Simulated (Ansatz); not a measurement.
# Electron scattering at the Σ5 (210) boundary in bcc W with O (interstitial), part 2 of 2

Wanted: what the Σ5 (210) boundary in bcc W with O (interstitial) costs an interconnect.

Ansatz 0.2.0; Ansatz plane-wave DFT, PBE, PAW files; relaxation of a bicrystal slab with its lowest layers held; PAW set soft_1 (the session's first sound run).

So far. Step 2 (Relaxing the bicrystal): The largest force component on a free atom ends at 0.014 eV/Å, under the tolerance of 0.03, after 18 steps.

## (3) Transmission across the boundary

This step: Ansatz plane-wave DFT, PBE, PAW files; ballistic transport by layer matching (Landauer), zero bias; boundary relaxed in a short slab, bulk layers laid on; PAW set soft_1 (Ansatz 0.2.0).

System of this step: Σ5 (210) boundary in bcc W with O (interstitial). The cell holds 62 atoms: 61 W and 1 O. Cell: a = 7.077 Å, b = 3.165 Å, c = 51.154 Å, α = 90.0°, β = 90.0°, γ = 90.0°. It derives from W. Regions: lower grain, 25 atoms (25 W); boundary, 17 atoms (16 W and 1 O); upper grain, 20 atoms (20 W). Vacuum lies along c.

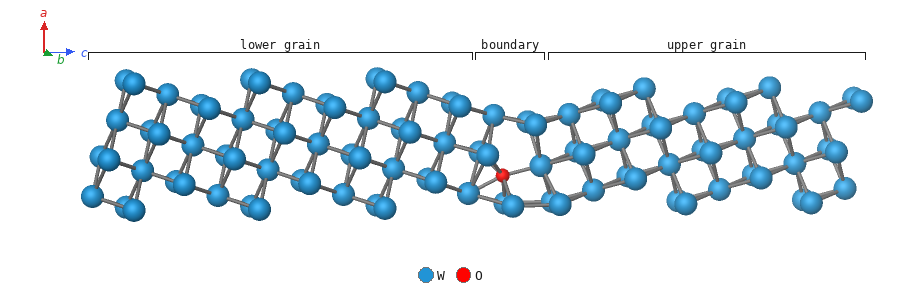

The cell of this step (tungsten blue, oxygen red). Some periodic images of atoms are drawn too.

input.yaml

```yaml
crystal:
  lattice:
    - [7.0767079352, 0.0, 0.0]
    - [0.0, 3.1648, 0.0]
    - [0.0, 0.0, 51.153511028]
  atoms:
    - { symbol: W, position: [-9.9000000001, -16.5, 0.078196001] }
    - { symbol: W, position: [-9.6000000001, -16.0, 0.0920302575] }
    - { symbol: W, position: [-9.3000000001, -15.5, 0.1058645141] }
    - { symbol: W, position: [-9.0000000001, -15.0, 0.1196987706] }
    - { symbol: W, position: [-8.7000000001, -14.5, 0.1335330271] }
    - { symbol: W, position: [-8.4000000001, -14.0, 0.1473672836] }
    - { symbol: W, position: [-8.1000000001, -13.5, 0.1612015401] }
    - { symbol: W, position: [-7.8000000001, -13.0, 0.1750357967] }
    - { symbol: W, position: [-7.5000000001, -12.5, 0.1888700532] }
    - { symbol: W, position: [-7.2000000001, -12.0, 0.2027043097] }
    - { symbol: W, position: [-6.9000000001, -11.5, 0.2165385662] }
    - { symbol: W, position: [-6.6000000001, -11.0, 0.2303728227] }
    - { symbol: W, position: [-6.3000000001, -10.5, 0.2442070793] }
    - { symbol: W, position: [-6.0000000001, -10.0, 0.2580413358] }
    - { symbol: W, position: [-5.7000000001, -9.5, 0.2718755923] }
    - { symbol: W, position: [-5.4000000001, -9.0, 0.2857098488] }
    - { symbol: W, position: [-5.1000000001, -8.5, 0.2995441053] }
    - { symbol: W, position: [-4.8, -8.0, 0.3133783619] }
    - { symbol: W, position: [-4.5, -7.5, 0.3272126184] }
    - { symbol: W, position: [-4.2, -7.0, 0.3410468749] }
    - { symbol: W, position: [-3.9, -6.5, 0.3548811314] }
    - { symbol: W, position: [-3.6, -6.0, 0.3687153879] }
    - { symbol: W, position: [-3.3, -5.5, 0.3825496445] }
    - { symbol: W, position: [-3.0, -5.0, 0.396383901] }
    - { symbol: W, position: [-2.7, -4.5, 0.4102181575] }
    - { symbol: W, position: [0.6, 0.0, 0.424052414] }
    - { symbol: W, position: [0.9008182225, 0.5, 0.4372203181] }
    - { symbol: W, position: [0.2031642835, 0.0, 0.4523967714] }
    - { symbol: W, position: [0.5005871706, 0.5, 0.4665917682] }
    - { symbol: W, position: [0.803136658, 0.0, 0.4792010568] }
    - { symbol: W, position: [0.0997748326, 0.5, 0.4927282608] }
    - { symbol: W, position: [0.4148545393, 0.0, 0.5097074095] }
    - { symbol: W, position: [0.7156956486, 0.5, 0.5206274349] }
    - { symbol: W, position: [0.0085550424, 0.0, 0.5373691364] }
    - { symbol: O, position: [0.2391756851, 0.5, 0.5305309735] }
    - { symbol: W, position: [0.6500992077, 0.0, 0.5625001351] }
    - { symbol: W, position: [0.315505082, 0.5, 0.5726799577] }
    - { symbol: W, position: [1.0194904528, 0.0, 0.5894586671] }
    - { symbol: W, position: [0.7190446032, 0.5, 0.603782644] }
    - { symbol: W, position: [0.4153608631, 0.0, 0.6158368801] }
    - { symbol: W, position: [1.1188284389, 0.5, 0.6306719465] }
    - { symbol: W, position: [0.8167826488, 0.0, 0.6451188686] }
    - { symbol: W, position: [-2.4832173512, -4.5, 0.6589531251] }
    - { symbol: W, position: [-2.7832173512, -5.0, 0.6727873816] }
    - { symbol: W, position: [-3.0832173512, -5.5, 0.6866216381] }
    - { symbol: W, position: [-3.3832173512, -6.0, 0.7004558947] }
    - { symbol: W, position: [-3.6832173512, -6.5, 0.7142901512] }
    - { symbol: W, position: [-3.9832173512, -7.0, 0.7281244077] }
    - { symbol: W, position: [-4.2832173512, -7.5, 0.7419586642] }
    - { symbol: W, position: [-4.5832173512, -8.0, 0.7557929207] }
    - { symbol: W, position: [-4.8832173512, -8.5, 0.7696271773] }
    - { symbol: W, position: [-5.1832173512, -9.0, 0.7834614338] }
    - { symbol: W, position: [-5.4832173512, -9.5, 0.7972956903] }
    - { symbol: W, position: [-5.7832173512, -10.0, 0.8111299468] }
    - { symbol: W, position: [-6.0832173512, -10.5, 0.8249642033] }
    - { symbol: W, position: [-6.3832173512, -11.0, 0.8387984599] }
    - { symbol: W, position: [-6.6832173512, -11.5, 0.8526327164] }
    - { symbol: W, position: [-6.9832173513, -12.0, 0.8664669729] }
    - { symbol: W, position: [-7.2832173513, -12.5, 0.8803012294] }
    - { symbol: W, position: [-7.5832173513, -13.0, 0.8941354859] }
    - { symbol: W, position: [-7.8832173513, -13.5, 0.9079697425] }
    - { symbol: W, position: [-8.1832173513, -14.0, 0.921803999] }
kpoints:
  mp_grid: { grid: [4, 8, 1] }
hamiltonian:
  xc: pbe
  pseudopotentials: { kind: paw, azcp: { folder: soft_1 } }
scf:
  occupations: { method: fermi_dirac, width: 0.1 }
output:
  transmission:
    leads: [[13, 14], [50, 51]]
    kmesh: [10, 20]
    e_range: [-0.1, 0.1]
    de: 0.05
  write_potential: true
  write_density: true
  volumetric_format: npy
  elf: true
```

Started as:

```
$ ansatz run input.yaml --threads 8 --pin off --max-ram 15360MiB --backend cpu --events-out ev --progress --plain --runs-dir out
```

Numbers of over 12 decimals in the logs are rounded to 6 here.

Output:

```text
[...]
Crystal: 62 atoms, lattice volume = 1145.653 Å³
Basis set: ecut = 420 eV, 22331 PW (Γ)
Bands: 516, of which v1, the nominal top of the filled ones, is band 430 counted from 1 (429 counted from 0)
Symmetry: 2 space group operations
[...]
k-points: 15 of 32 (time reversal used)
[...]
SCF iter   1: F=—  HF=-634113.969701 eV  |F-HF|=—  |Δ(HF+E_count)|=         —  Δρ=6.43e-2  dr2=5.12e2  ethr=3.10e-3  ⟨swp⟩=6.1  Hψ=31047  notcnv=0
[...]
SCF iter  12: F=-634093.928448 eV  HF=-634093.928448 eV  |F-HF|=1.14e-8  |Δ(HF+E_count)|=   1.80e-7  Δρ=1.50e-6  dr2=4.81e-8  ethr=1.16e-11  ⟨swp⟩=11.4  Hψ=28228  notcnv=0
SCF 1 converged in 12 iterations: F = -634093.928448 eV  dr2 = 4.81e-8
[...]
transmission: 330 of 3234 steps passed
transmission: 648 of 3234 steps passed
[...]
transmission: 3234 of 3234 steps passed
WARN: The input density's exchange-correlation potential varies sharply where the density is thin. Do not read a vacuum level from v_tot or v_xc, or from such a field of the output density. On a cell that repeats whose density bears no net charge and no dipole along the vacuum's axis use v_es (v_loc + v_h of the components); under efield.dipole_correction with no amplitude use v_es + v_field, which holds any external [...]
SCF converged after 12 iterations
Free energy (F): -634093.928448 eV
[...]
Internal energy: -634092.772723 eV  (E = F + TS)
E sigma→0 (E₀):  -634093.350586 eV
Entropy (-TS):   -1.155725 eV (-18.641 meV/atom)
Fermi energy:    18.374756 eV
[...]
--- Band table (eV; the first three rows and the last of 15) ---
  k-point 0: bands = [... 426 lower, 17.9866, 18.0860, 18.0917, 18.1046, 18.1063, 18.1373, 18.2332, 18.2394, ... 82 higher]
  k-point 1: bands = [... 426 lower, 18.0513, 18.1457, 18.2356, 18.2830, 18.2987, 18.3208, 18.3356, 18.4290, ... 82 higher]
  k-point 2: bands = [... 426 lower, 18.0123, 18.0773, 18.2820, 18.3882, 18.4111, 18.6651, 18.7233, 18.8353, ... 82 higher]
  k-point 14: bands = [... 426 lower, 18.5317, 18.6477, 18.7589, 18.7869, 18.8287, 18.9774, 18.9796, 19.1502, ... 82 higher]
--- Transmission ---
  basis      : 193 plane waves across, 49 finite elements along
  points     : 66, standing for a mesh of 10 x 20
  energies   : 5 from -0.100000 to 0.100000 eV about the Fermi level, 0.050000 eV apart; the leads are filled to 0.000000 eV, and channels, transmission and decay are at 0.000000 eV
  crystal 0  : W4, at the sites [13, 14], period 2.8307 Å, over 18.40 Å; its Hamiltonian steps by up to 44.8 meV: too much for a lead, lay more layers or, if its atoms are ordered, name the step of that order
    offset         : up to 0.0000 Å between an atom of the period and one for which it stands
    channels       : 2.590000e0 a spin
    conductance    : none, the energies end too early or step too widely for 300 K: set another output.transmission.e_range or a lower de, or, where they end at an eighth of basis.ecutwfc, a higher one
    slowest decay  : 0.0241 /Å at (0.4000, 0.2500)
[...]
channels       : 2.600000e0 a spin
[...]
slowest decay  : 0.0262 /Å at (0.4000, 0.2500)
  junction   : crystal 0 to crystal 1, 12.85 to 37.60 Å
    transmission   : 1.100379e0 a spin
[...]
```

It took 11 min on 8 threads of Arm Neoverse V2, shared host; peak memory 10 GiB.

Numbers from this step:

| Item | Value |
| --- | --- |
| free energy | -634093.9284 eV |
| energy at zero smearing | -634093.3506 eV |
| Fermi energy | 18.37 eV |
| cell area | 22.40 Å² |
| transmission at the Fermi level (a spin, zone mean) | 1.100 |
| channels of the lower lead | 2.59 |
| channels of the upper lead | 2.6 |
| potential step in the lower lead | 44.8 meV |
| potential step in the upper lead | 28.1 meV |

Per spin. Transmission, zone mean against energy, zero at the Fermi level:

```csv
energy (eV),"transmission, zone mean"
-0.1000,1.05
-0.0500,1.07
0.0000,1.10
0.0500,1.12
0.1000,1.14
```

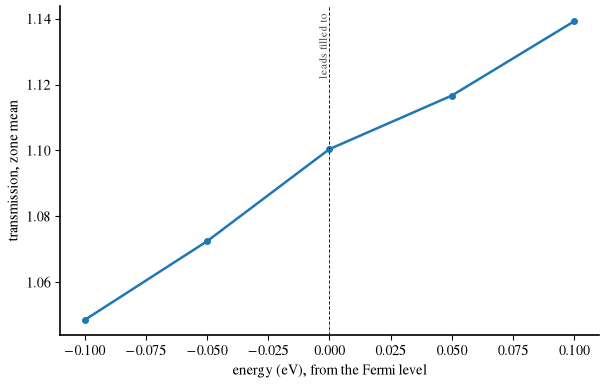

Transmission, zone mean against energy.

Per spin. Table of open channels, zone mean by energy, zero at the Fermi level:

```csv
energy (eV),lower lead,upper lead
-0.1000,2.55,2.56
-0.0500,2.53,2.53
0.0000,2.59,2.6
0.0500,2.73,2.7
0.1000,2.83,2.83
```

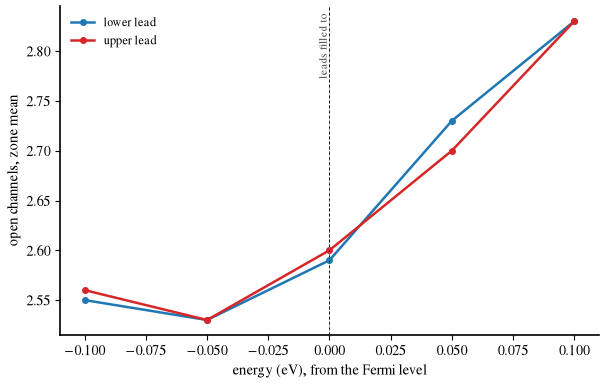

Open channels, zone mean, plotted against energy.

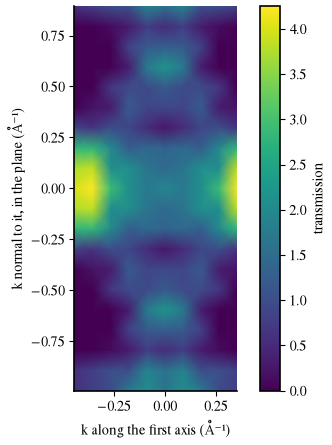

Transmission over k1 and k2. At 0.0000 eV from the Fermi level.

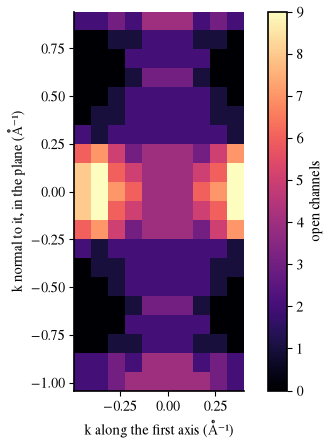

Open channels over k1 and k2. At 0.0000 eV from the Fermi level.

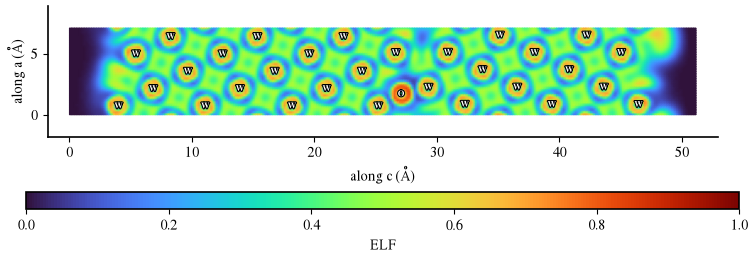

ELF in the ca plane at fractional y = 0.500, with atoms of W and O within 0.2 Å of it. It is the smooth field of the valence electrons, not physical close to the nuclei.

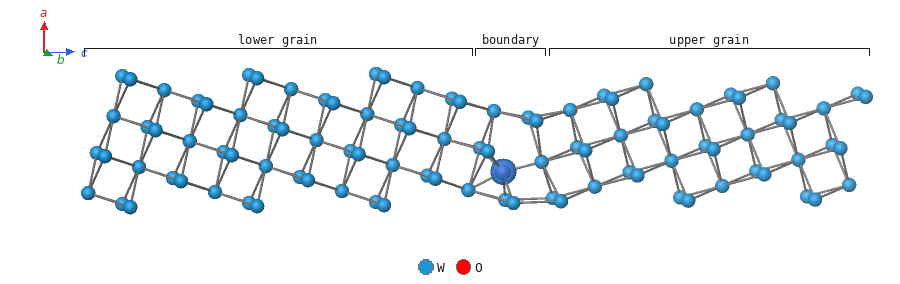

Surface of ELF = 0.75.

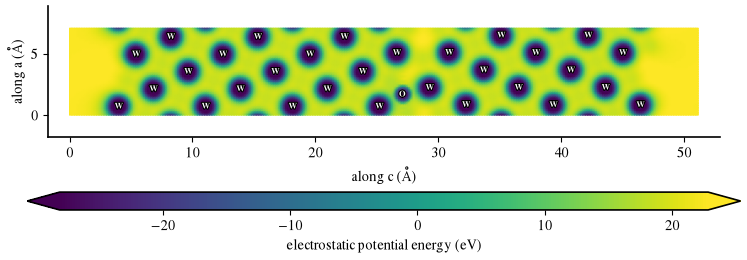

Electrostatic potential energy in the ca plane at fractional y = 0.500, with atoms of W and O within 0.2 Å of it. With pseudopotentials it is smooth inside the atoms' cores, unlike the true potential.

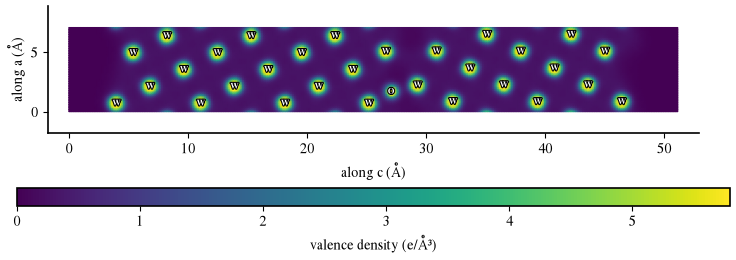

Valence density in the ca plane at fractional y = 0.500, with atoms of W and O within 0.2 Å of it. It is the smooth field of the valence electrons, not physical close to the nuclei.

Over the solved energies the transmission per spin lies between 1.05 and 1.14, out of 2.65 channels of the lead on average (up to 2.83). The log calls the step of a lead's potential too much.

## (4) Specific resistance

This step: Ansatz plane-wave DFT, PBE, PAW files; ballistic transport by layer matching (Landauer), zero bias; specific resistance of the boundary; PAW set soft_1 (Ansatz 0.2.0).

Numbers from this step:

```yaml
area_resistance: 1.546 fΩ m²
t_over_the_leads_mean_channel_count: 0.4141
```

Averaged over the energies near the Fermi level, 41.4 % of the channels pass, which makes 1.55 fΩ m².

By hand, with T and the leads' channels N averaged over the energies near the Fermi level: RA = A (h/2e²)(1/T − ½[1/N₁ + 1/N₂]) = 22.40×10⁻²⁰ m² × 12 906 Ω × (1/1.095 − ½[1/2.646 + 1/2.644]) = 1.55 fΩ m².

## (5) What came out

| Property | Result |
| --- | --- |
| specific resistance of the boundary | 1.55 fΩ m² |
| share of channels that pass | 0.414 |

In words: The boundary has a specific resistance of 1.5 fΩ m². The boundary reflects 59 % of the channels; 1.5 fΩ m² is 15×10⁻¹² Ω·cm². That equals the resistance of 28 nm of bulk W at 300 K (measured 5.44 µΩ cm, CRC Handbook of Chemistry and Physics, 84th ed., 2003, Electrical Resistivity of Pure Metals). One O in 22.4 Å² of boundary is a high coverage. In the relaxation the upper grain slid sideways by about 1.5 Å, so the result belongs to the position that it found, not to the starting one. One starting structure was relaxed; another shift or atom count at the boundary may lie lower. Spin-orbit coupling is left out, which matters for W. A lead's potential steps by up to 45 meV from period to period, which the log calls too much, so longer leads could move the result.

[Logs are printed without paths, hosts, clocks, repeated set-up lines and the standing remarks that a program may print on its own settings, such as how far it seeks lower states.]

[Hosts, paths, dates, database ids (printed as entryN), source tags and the programs' standing remarks are cut or masked in the printed files.]
